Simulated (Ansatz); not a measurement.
W3HS6: geometry relaxation (part 1 of 4)

W3HS6 (slab, 10 atoms in the cell), computed with DFT PBEsol, scalar-relativistic, plane waves, PAW, spin-polarised (Ansatz 0.2.0).

The structure derives from an entry of the Crystallography Open Database. The input holds or restrains some coordinates. Forces given for the steps count only the free coordinates. It belongs to a series of runs on one base structure; here: H put at a hollow S-S-S site.

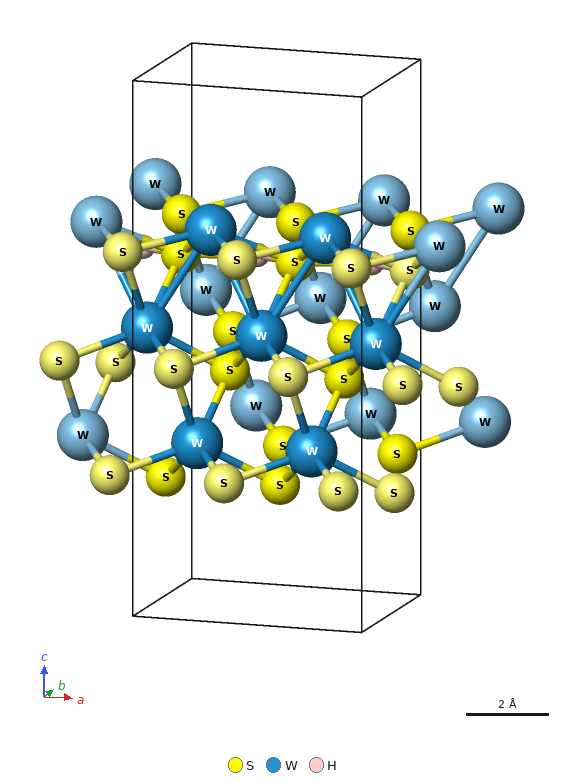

Figure 1. The input geometry (ball-and-stick view of the 2 × 1 repeat of the cell, with the vacuum cut short, seen slightly off an axis; neighbours outside the cell are drawn fainter). An atom can appear more than once, as a periodic image.

Input file
```yaml
crystal:
  lattice:
    - [3.1476068045, 0.0, 0.0]
    - [-1.5738034023, 6.4349390115, 0.0]
    - [0.0, 0.0, 25.5179716437]
  atoms:
    - { symbol: S, position: [0.14145359, 0.28290718, 0.3330985753] }
    - { symbol: S, position: [0.9004252594, 0.8008505187, 0.3504372185] }
    - { symbol: W, position: [0.5308948236, 0.0617896473, 0.3770198047] }
    - { symbol: S, position: [0.6713612265, 0.342722453, 0.4388513177] }
    - { symbol: S, position: [0.4303328959, 0.8606657918, 0.4561899608] }
    - { symbol: W, position: [0.0610648095, 0.1222307704, 0.4839122995] }
    - { symbol: S, position: [0.2066757929, 0.4135705099, 0.5463711075] }
    - { symbol: S, position: [0.9564383814, 0.9131055188, 0.5646020387] }
    - { symbol: W, position: [0.5890163075, 0.1782317724, 0.5813716533] }
    - { symbol: H, position: [0.7899299891, 0.5800821795, 0.5437511083], spin: 1.0 }
basis:
  ecutwfc: 420
kpoints:
  mp_grid: { grid: [9, 4, 1] }
hamiltonian:
  xc: pbesol
scf:
  occupations: { method: gaussian, width: 0.05 }
output:
  forces: true
  eigenvalues: true
  populations: true
  write_density: true
  write_potential: true
  elf: true
  volumetric_format: npy
magnetization:
  spin_polarized: true
relax:
  adjacent_minimum: "off"
  f_tol: 0.03
  max_steps: 70
  constraints: [{ sites: [0, 1, 2, 3, 4] }]
efield:
  axis: 3
  dipole_correction: true
  ramp_width: 0.04
```

Launched with:
```bash
ansatz run input.yaml --threads 2 --pin off --max-ram 5120MiB --backend cpu --events-out ev --progress --plain --runs-dir out
```

Log
```
Engine: ansatz 0.2.0, x86_64-unknown-linux-gnu
Pseudopotentials: kind: paw
Pseudopotential: S, paw, valence charge 6, recommended cutoff 420 eV (normal), S.paw.azcp
Pseudopotential: W, paw, valence charge 14, recommended cutoff 420 eV (normal), W.paw.azcp
Pseudopotential: H, paw, valence charge 1, recommended cutoff 420 eV (normal), H.paw.azcp
Functional definition: PBEsol
  exchange = pbesol_x
  correlation = pbesol_c
Crystal: 10 atoms, lattice volume = 516.858 Å³
Basis set: ecut = 420 eV, 10069 PW (Γ), exchange–correlation on 48×90×360 points (8 copies of the dense FFT grid, shifted against one another)
Bands: 50, of which v1, the nominal top of the filled ones, is band 40 counted from 1 (39 counted from 0)
Symmetry: 1 space group operations
k-points: 19 of 36 (time reversal used)
Non-local potential: S, projectors of the file, l = 0: 2, l = 1: 2, l = 2: 2
Non-local potential: W, projectors of the file, l = 0: 3, l = 1: 2, l = 2: 2, l = 3: 1
Non-local potential: H, projectors of the file, l = 0: 2, l = 1: 1
PAW form: soft (Blöchl's): semilocal exchange-correlation on the pseudo side does not see the compensation charge
PAW frozen core: S, regenerated for the run's functional, and the local potential with it (the file was generated under x = pbe(κ = 0.804, μ = 0.2195149727645171), c = pbe(β = 0.06672455060314922))
PAW frozen core: W, regenerated for the run's functional, and the local potential with it (the file was generated under x = pbe(κ = 0.804, μ = 0.2195149727645171), c = pbe(β = 0.06672455060314922))
PAW one-centre angular grid: S, 110 points (default); XC on 64 Gauss nodes
PAW one-centre angular grid: W, 590 points (default); XC on 64 Gauss nodes
PAW one-centre angular grid: H, 110 points (default); XC on 64 Gauss nodes
Initial density: superposition of atomic densities (neutral atoms: chi_scale 0, normalization atom)
Starting moments: Σ|m| = 1 μB on 1 of 10 sites
Initial wavefunctions: pseudopotential atomic-orbital guess
Functional: x = pbesol(κ = 0.804, μ = 0.12345679012345678), c = pbesol(β = 0.046)
SCF iter   1: F=—  HF=-36098.033814 eV  |F-HF|=—  |Δ(HF+E_count)|=         —  Δρ=1.52e-2 (↑1.50e-2 ↓1.52e-2)  dr2=1.58e1  dr2_m=1.12e-1  M=0.786 μB ∫|m|=0.816 μB  β_m=0.30  ethr=3.10e-3  p=-0.000 e·Å  D=-3.61e-7 V/Å  ΔV_dip=0.00 eV  dr2_dipole=4.48e0  V_vac-E_F(+/−)=5.89/5.89 eV  ⟨swp⟩=9.3  Hψ=9127  notcnv=0  defer=4
efield: sawtooth ramp at fractional position 0.9372 (placed from the atoms, in the widest stretch of the axis that holds none; the zero of the levels goes with the place), width 0.0400; the density the first Hamiltonian is built on has a dipole p = -0.000 e·Å; the dipole correction subtracts the counter field D = -3.61e-7 V/Å, which shifts the + side's vacuum level by +0.00 eV against the − side's; the planar-averaged density in the ramp window peaks in size at 4.6e-7 e/Å³
preconditioner: auto → LDOS  [metal: Δε(μ)=0.030 eV  Ē_g=8.289 eV  σ=0.050 eV  W_gap=0.32  n_scr=52 (ndim 8)  ℏωp=12.1 eV  f_vac=0.616  D(μ)=6.68/eV (n_scr^D=30)]
spin=Collinear: LDOS preconditioning applied to the charge; magnetization (m = ρ↑ − ρ↓) channel mixes plain (no charge-response kernel on spin).
SCF iter   2: F=—  HF=-36096.552256 eV  |F-HF|=—  |Δ(HF+E_count)|=    1.48e0  Δρ=9.93e-3 (↑9.93e-3 ↓9.84e-3)  dr2=6.24e0  dr2_m=8.22e-2  M=0.596 μB ∫|m|=0.647 μB  β_m=0.30  ethr=3.10e-3  p=0.073 e·Å  D=2.57e-2 V/Å  ΔV_dip=-0.65 eV  dr2_dipole=1.94e0  V_vac-E_F(+/−)=5.26/5.92 eV  ⟨swp⟩=2.7  Hψ=3319  notcnv=0  defer=146  κ⁻¹=1.0e0(r=1)
SCF iter   3: F=—  HF=-36096.006740 eV  |F-HF|=—  |Δ(HF+E_count)|=   5.46e-1  Δρ=6.39e-3 (↑6.39e-3 ↓5.90e-3)  dr2=1.01e0  dr2_m=6.27e-2  M=0.460 μB ∫|m|=0.541 μB  β_m=0.30  ethr=3.10e-3  p=0.208 e·Å  D=7.30e-2 V/Å  ΔV_dip=-1.86 eV  dr2_dipole=1.15e-1  V_vac-E_F(+/−)=4.30/6.17 eV  ⟨swp⟩=3.1  Hψ=3167  notcnv=0  defer=144  κ⁻¹=1.7e-2(r=2)
SCF iter   4: F=—  HF=-36096.003396 eV  |F-HF|=—  |Δ(HF+E_count)|=   3.34e-3  Δρ=4.51e-3 (↑4.51e-3 ↓4.03e-3)  dr2=9.23e-1  dr2_m=4.16e-2  M=0.460 μB ∫|m|=0.536 μB  β_m=0.30  ethr=1.28e-3  p=0.178 e·Å  D=6.24e-2 V/Å  ΔV_dip=-1.59 eV  dr2_dipole=2.95e-1  V_vac-E_F(+/−)=4.59/6.19 eV  ⟨swp⟩=2.4  Hψ=2523  notcnv=0  defer=103  κ⁻¹=5.5e-3(r=3)
SCF iter   5: F=—  HF=-36096.019820 eV  |F-HF|=—  |Δ(HF+E_count)|=   1.64e-2  Δρ=3.04e-3 (↑3.04e-3 ↓3.00e-3)  dr2=4.30e-1  dr2_m=2.97e-2  M=0.356 μB ∫|m|=0.449 μB  β_m=0.30  ethr=1.17e-3  p=0.217 e·Å  D=7.60e-2 V/Å  ΔV_dip=-1.94 eV  dr2_dipole=1.19e-1  V_vac-E_F(+/−)=4.35/6.29 eV  ⟨swp⟩=2.1  Hψ=1958  notcnv=0  defer=103  κ⁻¹=4.6e-3(r=4)
SCF iter   6: F=—  HF=-36096.045808 eV  |F-HF|=—  |Δ(HF+E_count)|=   2.60e-2  Δρ=2.67e-3 (↑2.47e-3 ↓2.67e-3)  dr2=3.98e-1  dr2_m=2.13e-2  M=0.308 μB ∫|m|=0.410 μB  β_m=0.30  ethr=5.44e-4  p=0.219 e·Å  D=7.68e-2 V/Å  ΔV_dip=-1.96 eV  dr2_dipole=1.21e-1  V_vac-E_F(+/−)=4.33/6.29 eV  ⟨swp⟩=1.6  Hψ=2085  notcnv=0  defer=97  κ⁻¹=3.9e-4(r=5)
SCF iter   7: F=—  HF=-36096.061393 eV  |F-HF|=—  |Δ(HF+E_count)|=   1.56e-2  Δρ=2.18e-3 (↑1.93e-3 ↓2.18e-3)  dr2=1.61e-1  dr2_m=1.55e-2  M=0.265 μB ∫|m|=0.374 μB  β_m=0.30  ethr=5.04e-4  p=0.219 e·Å  D=7.66e-2 V/Å  ΔV_dip=-1.95 eV  dr2_dipole=5.00e-2  V_vac-E_F(+/−)=4.33/6.28 eV  ⟨swp⟩=1.1  Hψ=1806  notcnv=0  defer=98  κ⁻¹=3.6e-5(r=6)
SCF iter   8: F=—  HF=-36096.071149 eV  |F-HF|=—  |Δ(HF+E_count)|=   9.76e-3  Δρ=1.63e-3 (↑1.57e-3 ↓1.63e-3)  dr2=2.00e-3  dr2_m=1.18e-2  M=0.233 μB ∫|m|=0.339 μB  β_m=0.70  ethr=2.03e-4  p=0.214 e·Å  D=7.48e-2 V/Å  ΔV_dip=-1.91 eV  dr2_dipole=2.24e-4  V_vac-E_F(+/−)=4.35/6.26 eV  ⟨swp⟩=2.1  Hψ=2588  notcnv=0  defer=99
Mixer restart at iter 8: flushing history
spin-set hold released at iteration 8 (site moments contracting): the magnetisation degrees of freedom join the quasi-Newton model from the next iteration; the mixer history was flushed
SCF iter   9: F=—  HF=-36096.090644 eV  |F-HF|=—  |Δ(HF+E_count)|=   1.95e-2  Δρ=1.13e-3 (↑1.04e-3 ↓1.13e-3)  dr2=1.92e-3  dr2_m=5.31e-3  M=0.165 μB ∫|m|=0.280 μB  β_m=0.61  ethr=2.53e-6  p=0.215 e·Å  D=7.53e-2 V/Å  ΔV_dip=-1.92 eV  dr2_dipole=2.04e-6  V_vac-E_F(+/−)=4.35/6.27 eV  ⟨swp⟩=3.0  Hψ=3835  notcnv=0  defer=93
density mixer auto → msr1: a metal under ldos (density of states about μ 1.10 of a free-electron gas's, 52 screened modes)
SCF iter  10: F=—  HF=-36096.105327 eV  |F-HF|=—  |Δ(HF+E_count)|=   1.47e-2  Δρ=2.87e-4 (↑2.87e-4 ↓2.77e-4)  dr2=3.60e-3  dr2_m=2.40e-4  M=0.078 μB ∫|m|=0.200 μB  β_m=0.70  ethr=2.43e-6  p=0.217 e·Å  D=7.61e-2 V/Å  ΔV_dip=-1.94 eV  dr2_dipole=8.27e-4  V_vac-E_F(+/−)=4.34/6.28 eV  ⟨swp⟩=3.0  Hψ=4010  notcnv=0  defer=93
SCF iter  11: F=—  HF=-36096.105795 eV  |F-HF|=—  |Δ(HF+E_count)|=   4.67e-4  Δρ=2.23e-4 (↑2.23e-4 ↓2.03e-4)  dr2=6.17e-4  dr2_m=1.81e-4  M=0.069 μB ∫|m|=0.204 μB  β_m=0.85  ethr=2.43e-6  p=0.218 e·Å  D=7.65e-2 V/Å  ΔV_dip=-1.95 eV  dr2_dipole=1.16e-4  V_vac-E_F(+/−)=4.33/6.28 eV  ⟨swp⟩=1.7  Hψ=2122  notcnv=0  defer=86
SCF iter  12: F=—  HF=-36096.106480 eV  |F-HF|=—  |Δ(HF+E_count)|=   6.86e-4  Δρ=1.88e-4 (↑1.67e-4 ↓1.88e-4)  dr2=2.39e-4  dr2_m=1.30e-4  M=0.033 μB ∫|m|=0.216 μB  β_m=0.92  ethr=7.82e-7  p=0.219 e·Å  D=7.68e-2 V/Å  ΔV_dip=-1.96 eV  dr2_dipole=6.13e-6  V_vac-E_F(+/−)=4.32/6.28 eV  ⟨swp⟩=2.1  Hψ=2862  notcnv=0  defer=86
SCF iter  13: F=—  HF=-36096.106717 eV  |F-HF|=—  |Δ(HF+E_count)|=   2.37e-4  Δρ=2.02e-4 (↑2.02e-4 ↓1.81e-4)  dr2=7.56e-5  dr2_m=1.69e-4  M=0.006 μB ∫|m|=0.231 μB  β_m=0.50  ethr=3.02e-7  p=0.220 e·Å  D=7.70e-2 V/Å  ΔV_dip=-1.96 eV  dr2_dipole=2.04e-6  V_vac-E_F(+/−)=4.32/6.28 eV  ⟨swp⟩=2.1  Hψ=2795  notcnv=0  defer=86
SCF iter  14: F=-36096.105710 eV  HF=-36096.107781 eV  |F-HF|=2.07e-3  |Δ(HF+E_count)|=   1.06e-3  Δρ=3.18e-4 (↑3.18e-4 ↓2.10e-4)  dr2=1.80e-3  dr2_m=3.07e-4  M=-0.076 μB ∫|m|=0.301 μB  β_m=0.57  ethr=9.57e-8  p=0.220 e·Å  D=7.71e-2 V/Å  ΔV_dip=-1.97 eV  dr2_dipole=6.87e-4  V_vac-E_F(+/−)=4.31/6.28 eV  ⟨swp⟩=3.0  Hψ=4193  notcnv=0  defer=86  recentre
SCF iter  15: F=-36096.105926 eV  HF=-36096.107836 eV  |F-HF|=1.91e-3  |Δ(HF+E_count)|=   5.51e-5  Δρ=3.19e-4 (↑3.19e-4 ↓1.94e-4)  dr2=1.68e-3  dr2_m=2.99e-4  M=-0.074 μB ∫|m|=0.311 μB  β_m=0.46  ethr=9.57e-8  p=0.220 e·Å  D=7.70e-2 V/Å  ΔV_dip=-1.96 eV  dr2_dipole=6.18e-4  V_vac-E_F(+/−)=4.31/6.27 eV  ⟨swp⟩=2.0  Hψ=3060  notcnv=0  defer=86
SCF iter  16: F=-36096.102270 eV  HF=-36096.108532 eV  |F-HF|=6.26e-3  |Δ(HF+E_count)|=   6.96e-4  Δρ=2.85e-4 (↑2.85e-4 ↓1.15e-4)  dr2=4.74e-3  dr2_m=1.41e-4  M=-0.106 μB ∫|m|=0.359 μB  β_m=0.94  ethr=9.57e-8  p=0.219 e·Å  D=7.68e-2 V/Å  ΔV_dip=-1.96 eV  dr2_dipole=1.82e-3  V_vac-E_F(+/−)=4.30/6.26 eV  ⟨swp⟩=3.0  Hψ=3704  notcnv=0  defer=86  recentre
SCF iter  17: F=-36096.107538 eV  HF=-36096.107723 eV  |F-HF|=1.84e-4  |Δ(HF+E_count)|=   8.10e-4  Δρ=2.60e-4 (↑1.93e-4 ↓2.60e-4)  dr2=3.79e-4  dr2_m=2.27e-4  M=-0.056 μB ∫|m|=0.305 μB  β_m=0.71  ethr=9.57e-8  p=0.218 e·Å  D=7.65e-2 V/Å  ΔV_dip=-1.95 eV  dr2_dipole=9.04e-5  V_vac-E_F(+/−)=4.32/6.27 eV  ⟨swp⟩=3.0  Hψ=4119  notcnv=0  defer=86
SCF iter  18: F=-36096.107207 eV  HF=-36096.108251 eV  |F-HF|=1.04e-3  |Δ(HF+E_count)|=   5.28e-4  Δρ=2.00e-4 (↑1.73e-4 ↓2.00e-4)  dr2=1.06e-3  dr2_m=1.29e-4  M=-0.073 μB ∫|m|=0.342 μB  β_m=0.36  ethr=9.57e-8  p=0.218 e·Å  D=7.63e-2 V/Å  ΔV_dip=-1.95 eV  dr2_dipole=1.74e-4  V_vac-E_F(+/−)=4.32/6.26 eV  ⟨swp⟩=3.0  Hψ=4031  notcnv=0  defer=86  recentre
SCF iter  19: F=-36096.108226 eV  HF=-36096.108151 eV  |F-HF|=7.51e-5  |Δ(HF+E_count)|=   9.99e-5  Δρ=1.98e-4 (↑1.73e-4 ↓1.98e-4)  dr2=9.39e-5  dr2_m=1.58e-4  M=-0.075 μB ∫|m|=0.336 μB  β_m=0.49  ethr=9.57e-8  p=0.218 e·Å  D=7.63e-2 V/Å  ΔV_dip=-1.95 eV  dr2_dipole=1.97e-5  V_vac-E_F(+/−)=4.32/6.27 eV  ⟨swp⟩=2.0  Hψ=3241  notcnv=0  defer=86
SCF iter  20: F=-36096.107907 eV  HF=-36096.108534 eV  |F-HF|=6.27e-4  |Δ(HF+E_count)|=   3.83e-4  Δρ=8.69e-5 (↑3.55e-5 ↓8.69e-5)  dr2=4.80e-4  dr2_m=1.24e-5  M=-0.100 μB ∫|m|=0.397 μB  β_m=0.54  ethr=9.57e-8  p=0.216 e·Å  D=7.57e-2 V/Å  ΔV_dip=-1.93 eV  dr2_dipole=1.75e-4  V_vac-E_F(+/−)=4.31/6.24 eV  ⟨swp⟩=3.0  Hψ=3981  notcnv=0  defer=86  recentre
SCF iter  21: F=-36096.108520 eV  HF=-36096.108526 eV  |F-HF|=6.20e-6  |Δ(HF+E_count)|=   7.81e-6  Δρ=7.43e-5 (↑5.64e-5 ↓7.43e-5)  dr2=2.47e-5  dr2_m=1.93e-5  M=-0.087 μB ∫|m|=0.370 μB  β_m=0.54  ethr=9.57e-8  p=0.217 e·Å  D=7.59e-2 V/Å  ΔV_dip=-1.94 eV  dr2_dipole=5.56e-6  V_vac-E_F(+/−)=4.32/6.25 eV  ⟨swp⟩=3.0  Hψ=3432  notcnv=0  defer=86
SCF iter  22: F=-36096.108525 eV  HF=-36096.108568 eV  |F-HF|=4.35e-5  |Δ(HF+E_count)|=   4.19e-5  Δρ=2.55e-5 (↑1.47e-5 ↓2.55e-5)  dr2=3.43e-5  dr2_m=1.40e-6  M=-0.094 μB ∫|m|=0.388 μB  β_m=0.53  ethr=2.85e-8  p=0.216 e·Å  D=7.57e-2 V/Å  ΔV_dip=-1.93 eV  dr2_dipole=1.20e-5  V_vac-E_F(+/−)=4.32/6.25 eV  ⟨swp⟩=25.7  Hψ=22672  notcnv=0
SCF iter  23: F=-36096.108568 eV  HF=-36096.108571 eV  |F-HF|=3.53e-6  |Δ(HF+E_count)|=   3.16e-6  Δρ=1.10e-5 (↑8.95e-6 ↓1.10e-5)  dr2=3.06e-6  dr2_m=4.19e-7  M=-0.092 μB ∫|m|=0.386 μB  β_m=0.77  ethr=2.85e-8  p=0.216 e·Å  D=7.57e-2 V/Å  ΔV_dip=-1.93 eV  dr2_dipole=1.19e-6  V_vac-E_F(+/−)=4.32/6.25 eV  ⟨swp⟩=11.7  Hψ=16199  notcnv=0
SCF iter  24: F=-36096.108570 eV  HF=-36096.108572 eV  |F-HF|=2.73e-6  |Δ(HF+E_count)|=   1.05e-6  Δρ=7.92e-6 (↑4.52e-6 ↓7.92e-6)  dr2=2.25e-6  dr2_m=1.45e-7  M=-0.090 μB ∫|m|=0.384 μB  β_m=0.66  ethr=3.87e-9  p=0.216 e·Å  D=7.57e-2 V/Å  ΔV_dip=-1.93 eV  dr2_dipole=7.80e-7  V_vac-E_F(+/−)=4.32/6.25 eV  ⟨swp⟩=13.6  Hψ=16991  notcnv=0
SCF iter  25: F=-36096.108570 eV  HF=-36096.108572 eV  |F-HF|=2.04e-6  |Δ(HF+E_count)|=   2.08e-7  Δρ=6.71e-6 (↑2.73e-6 ↓6.71e-6)  dr2=1.63e-6  dr2_m=9.26e-8  M=-0.090 μB ∫|m|=0.385 μB  β_m=0.83  ethr=2.85e-9  p=0.216 e·Å  D=7.57e-2 V/Å  ΔV_dip=-1.93 eV  dr2_dipole=5.99e-7  V_vac-E_F(+/−)=4.32/6.25 eV  ⟨swp⟩=10.6  Hψ=13950  notcnv=0
SCF iter  26: F=-36096.108573 eV  HF=-36096.108573 eV  |F-HF|=1.02e-7  |Δ(HF+E_count)|=   3.39e-7  Δρ=1.97e-6 (↑1.42e-6 ↓1.97e-6)  dr2=9.98e-8  dr2_m=1.02e-8  M=-0.090 μB ∫|m|=0.386 μB  ethr=2.06e-9  p=0.216 e·Å  D=7.57e-2 V/Å  ΔV_dip=-1.93 eV  dr2_dipole=2.96e-8  V_vac-E_F(+/−)=4.32/6.25 eV  ⟨swp⟩=12.1  Hψ=15649  notcnv=0
at 2 of the mixer's solves, the last at iteration 14, it left a direction of its history that read negative out of its fit and stepped the other way along it
SCF 1 converged in 26 iterations: F = -36096.108573 eV  dr2 = 9.98e-8
  greatest PAW one-centre occupation: 1.000 electrons in one spin orbital (limit 2), on the W atom at site 2 (counted from 0), in its partial waves of l = 0
relax step   1: F+E_penalty+E_count = -36096.10857272 eV  Δ(F+E_penalty+E_count) = +0.000e0 eV  max|allowed force component| = 1.318e0 eV/Å  Δτ_max = 0.0000 Å  (26 SCF iters, dr2 threshold 2.25e-5 eV, accepted)
Initial density: handed on by an earlier stage of this run
Starting moments: Σ|m| = 1 μB on 1 of 10 sites; this step starts from the density that it was given
Initial wavefunctions: those handed on with the density
iter 1 solved again at ethr=6.85e-4 eV; its pass at ethr=3.10e-3 eV (dr2=5.41e-1 eV) is discarded
```
